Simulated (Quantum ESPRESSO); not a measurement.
## Single-point calculation of WSi2

System: WSi2 (I4/mmm, 3 atoms in the cell).
Method: Kohn-Sham DFT of a periodic cell, LDA, GBRV 1.5 LDA, no spin polarisation (Quantum ESPRESSO 7.5).

The structure derives from an entry of the Crystallography Open Database. The volume is scaled by 1.04.

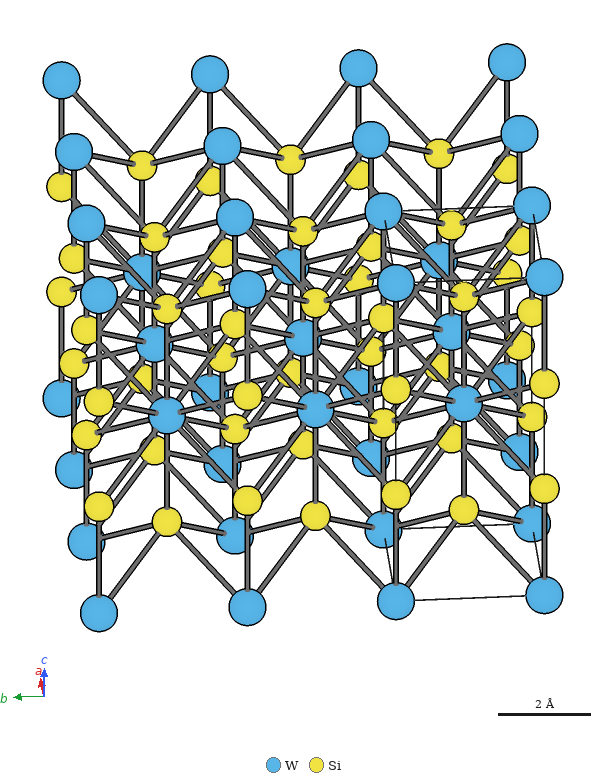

Figure 1. The input geometry (ball-and-stick view of the cell 2 times as large as that of the calculation, set on its symmetry axes, repeated 3 × 3 × 1, seen at an oblique angle). An atom can appear more than once, as a periodic image.

Input
```
&CONTROL
  calculation = 'scf'
  prefix = 'pwscf'
  outdir = './tmp'
  pseudo_dir = './pseudo'
  tstress = .true.
  disk_io = 'nowf'
/
&SYSTEM
  ibrav = 0
  nat = 3
  ntyp = 2
  ecutwfc = 56
  ecutrho = 448
  nbnd = 18
  occupations = 'smearing'
  smearing = 'fd'
  degauss = 0.00367493
/
&ELECTRONS
  conv_thr = 6d-10
  electron_maxstep = 120
  mixing_beta = 0.5
/
ATOMIC_SPECIES
W    183.8400 w_lda_v1.2.uspp.F.UPF
Si    28.0850 si_lda_v1.uspp.F.UPF
CELL_PARAMETERS angstrom
  -1.6280458460    1.6280458460    3.9664684080
   1.6280458460   -1.6280458460    3.9664684080
   1.6280458460    1.6280458460   -3.9664684080
ATOMIC_POSITIONS crystal
W      0.0000000000    0.0000000000    0.0000000000
Si     0.6653000000    0.6653000000    0.0000000000
Si     0.3347000000    0.3347000000    0.0000000000
K_POINTS automatic
12 12 12 0 0 0
```

Hardware: 2 threads of Intel Xeon (Sapphire Rapids), 16 GiB of memory available, shared host.

Launch command:
```bash
OMP_NUM_THREADS=1 mpirun -n 2 pw.x -nk 2 -in pw.in > pw.out
```

The program's output
```
This program is part of the open-source Quantum ESPRESSO suite
     for quantum simulation of materials; please cite
         "P. Giannozzi et al., J. Phys.:Condens. Matter 21 395502 (2009);
         "P. Giannozzi et al., J. Phys.:Condens. Matter 29 465901 (2017);
         "P. Giannozzi et al., J. Chem. Phys. 152 154105 (2020);
          URL
     in publications or presentations arising from this work. More details at

     Message from routine setup:
     using ibrav=0 with symmetry is DISCOURAGED, use correct ibrav instead

     K-points division:     npool     =       2
     Subspace diagonalization in iterative solution of the eigenvalue problem:
     a serial algorithm will be used

     G-vector sticks info
     --------------------
     sticks:   dense  smooth     PW     G-vecs:    dense   smooth      PW
     Sum        2339    1159    421                45603    16199    3493

     Using Slab Decomposition

     bravais-lattice index     =            0
     lattice parameter (alat)  =       8.6668  a.u.
     unit-cell volume          =     283.7879 (a.u.)^3
     number of atoms/cell      =            3
     number of atomic types    =            2
     number of electrons       =        22.00
     number of Kohn-Sham states=           18
     kinetic-energy cutoff     =      56.0000  Ry
     charge density cutoff     =     448.0000  Ry
     scf convergence threshold =      6.0E-10
     mixing beta               =       0.5000
     number of iterations used =            8  plain     mixing
     Exchange-correlation= SLA  PZ   NOGX NOGC
                           (   1   1   0   0   0   0   0)

     celldm(1)=   8.666808  celldm(2)=   0.000000  celldm(3)=   0.000000
     celldm(4)=   0.000000  celldm(5)=   0.000000  celldm(6)=   0.000000

     crystal axes: (cart. coord. in units of alat)
               a(1) = (  -0.354982   0.354982   0.864856 )
               a(2) = (   0.354982  -0.354982   0.864856 )
               a(3) = (   0.354982   0.354982  -0.864856 )

     reciprocal axes: (cart. coord. in units 2 pi/alat)
               b(1) = ( -0.000000  1.408522  0.578131 )
               b(2) = (  1.408522 -0.000000  0.578131 )
               b(3) = (  1.408522  1.408522  0.000000 )

     PseudoPot. # 1 for W  read from file:
     w_lda_v1.2.uspp.F.UPF
     Pseudo is Ultrasoft + core correction, Zval = 14.0
     Generated by new atomic code, or converted to UPF format
     Using radial grid of  923 points,  8 beta functions with:
                l(1) =   0
                l(2) =   0
                l(3) =   0
                l(4) =   1
                l(5) =   1
                l(6) =   2
                l(7) =   2
                l(8) =   3
     Q(r) pseudized with  6 coefficients,  rinner =    1.350   1.350   1.350
                                                       1.350   1.350   1.350
                                                       1.350

     PseudoPot. # 2 for Si read from file:
     si_lda_v1.uspp.F.UPF
     Pseudo is Ultrasoft + core correction, Zval =  4.0
     Generated by new atomic code, or converted to UPF format
     Using radial grid of  899 points,  6 beta functions with:
                l(1) =   0
                l(2) =   0
                l(3) =   1
                l(4) =   1
                l(5) =   2
                l(6) =   2
     Q(r) pseudized with  8 coefficients,  rinner =    0.900   0.900   0.900
                                                       0.900   0.900

     atomic species   valence    mass     pseudopotential
     W                14.00   183.84000     W ( 1.00)
     Si                4.00    28.08500     Si( 1.00)

     16 Sym. Ops., with inversion, found

   Cartesian axes

     site n.     atom                  positions (alat units)
         1        W      tau(   1) = (   0.0000000   0.0000000   0.0000000  )
         2        Si     tau(   2) = (  -0.0000000  -0.0000000   1.1507771  )
         3        Si     tau(   3) = (  -0.0000000  -0.0000000   0.5789345  )

     number of k points=   163  Fermi-Dirac smearing, width (Ry)=  0.0037

     Number of k-points >= 100: set verbosity='high' to print them.

     Dense  grid:    45603 G-vectors     FFT dimensions: (  60,  60,  60)

     Smooth grid:    16199 G-vectors     FFT dimensions: (  45,  45,  45)

     Initial potential from superposition of free atoms

     starting charge      21.8985, renormalised to      22.0000

     negative rho (up, down):  6.027E-02 0.000E+00
     Starting wfcs are   21 randomized atomic wfcs

     Self-consistent Calculation

     iteration #  1     ecut=    56.00 Ry     beta= 0.50
     Davidson diagonalization with overlap
     ethr =  1.00E-02,  avg # of iterations =  4.3

     Threshold (ethr) on eigenvalues was too large:
     Diagonalizing with lowered threshold

     Davidson diagonalization with overlap
     ethr =  2.06E-04,  avg # of iterations =  2.9

     negative rho (up, down):  6.240E-02 0.000E+00

     total energy              =    -178.58105813 Ry
     estimated scf accuracy    <       0.04741414 Ry

     iteration #  2     ecut=    56.00 Ry     beta= 0.50
     Davidson diagonalization with overlap
     ethr =  2.16E-04,  avg # of iterations =  1.9

     negative rho (up, down):  6.412E-02 0.000E+00

     total energy              =    -178.58228545 Ry
     estimated scf accuracy    <       0.01153032 Ry

     iteration #  3     ecut=    56.00 Ry     beta= 0.50
     Davidson diagonalization with overlap
     ethr =  5.24E-05,  avg # of iterations =  2.2

     negative rho (up, down):  6.515E-02 0.000E+00

     total energy              =    -178.58384112 Ry
     estimated scf accuracy    <       0.00533991 Ry

     iteration #  4     ecut=    56.00 Ry     beta= 0.50
     Davidson diagonalization with overlap
     ethr =  2.43E-05,  avg # of iterations =  1.7

     negative rho (up, down):  6.549E-02 0.000E+00

     total energy              =    -178.58465848 Ry
     estimated scf accuracy    <       0.00008044 Ry

     iteration #  5     ecut=    56.00 Ry     beta= 0.50
     Davidson diagonalization with overlap
     ethr =  3.66E-07,  avg # of iterations =  4.1

     negative rho (up, down):  6.534E-02 0.000E+00

     total energy              =    -178.58468796 Ry
     estimated scf accuracy    <       0.00000719 Ry

     iteration #  6     ecut=    56.00 Ry     beta= 0.50
     Davidson diagonalization with overlap
     ethr =  3.27E-08,  avg # of iterations =  2.3

     negative rho (up, down):  6.530E-02 0.000E+00

     total energy              =    -178.58468888 Ry
     estimated scf accuracy    <       0.00000019 Ry

     iteration #  7     ecut=    56.00 Ry     beta= 0.50
     Davidson diagonalization with overlap
     ethr =  8.55E-10,  avg # of iterations =  3.4

     negative rho (up, down):  6.528E-02 0.000E+00

     total energy              =    -178.58468894 Ry
     estimated scf accuracy    <          8.8E-09 Ry

     iteration #  8     ecut=    56.00 Ry     beta= 0.50
     Davidson diagonalization with overlap
     ethr =  4.01E-11,  avg # of iterations =  2.3

     negative rho (up, down):  6.528E-02 0.000E+00

     End of self-consistent calculation

     Number of k-points >= 100: set verbosity='high' to print the bands.

     the Fermi energy is    15.7133 ev

!    total energy              =    -178.58468894 Ry
     estimated scf accuracy    <          2.6E-10 Ry
     smearing contrib. (-TS)   =      -0.00015695 Ry
     internal energy E=F+TS    =    -178.58453199 Ry

     The total energy is F=E-TS. E is the sum of the following terms:
     one-electron contribution =     -32.71403391 Ry
     hartree contribution      =      27.71188016 Ry
     xc contribution           =     -49.93237629 Ry
     ewald contribution        =    -123.65000195 Ry

     convergence has been achieved in   8 iterations

     Computing stress (Cartesian axis) and pressure

     negative rho (up, down):  6.528E-02 0.000E+00
          total   stress  (Ry/bohr**3)                   (kbar)     P=     -133.74
  -0.00088417  -0.00000000  -0.00000000         -130.07       -0.00       -0.00
  -0.00000000  -0.00088417  -0.00000000           -0.00     -130.07       -0.00
  -0.00000000  -0.00000000  -0.00095912           -0.00       -0.00     -141.09

=------------------------------------------------------------------------------=
   JOB DONE.
=------------------------------------------------------------------------------=
```

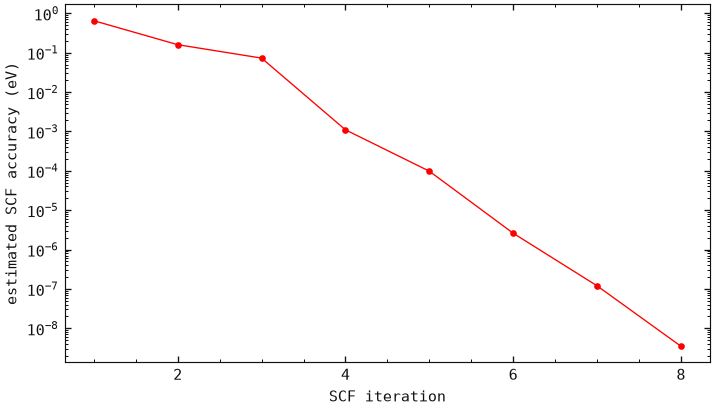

Figure 2. Convergence of the self-consistent field: estimated SCF accuracy against the iteration. The field takes 8 iterations in all.

Summary

```tsv
quantity	value
outcome	converged
space group (tolerance 0.01 Å)	I4/mmm (139)
electrons treated	22
free energy	−2429.7685 eV
Fermi energy	15.713 eV
gap on the k-point mesh	none (metallic)
pressure	−13.37 GPa
wall time	65 s (CPU time 2.2 min)
peak memory	0.54 GiB
```

Notes

Notes on the run: negative rho. Spin–orbit coupling is left out, which matters for W. The cell is under a tension of 13.4 GPa at this level, so it is not at its equilibrium volume.
